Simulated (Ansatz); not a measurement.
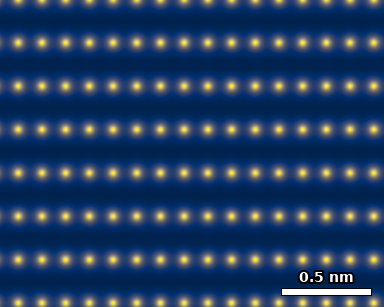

Map of the projected electrostatic potential of Mo (P6_3/mmc, No. 194) along [210]. Computed as the sum of neutral-atom potentials (tabulated electron scattering factors, B = 0.5 Å²) projected along the beam and smoothed by 0.25 Å; brighter is more positive. Structure used: a calculation's starting geometry; the starting structure was generated, so it need not be a known form of this composition.

Interpret the image.

The columns repeat on a rectangular net of 1.35 × 2.48 Å (plane group p2mm). All columns are alike (Mo). The shortest distance between visible columns is 1.35 Å in projection. Along the beam the structure repeats every 4.69 Å.

What mean inner potential do neutral atoms give for this crystal?

About 31 V (the sum of the forward scattering factors over the cell volume; bonding usually lowers the true value).
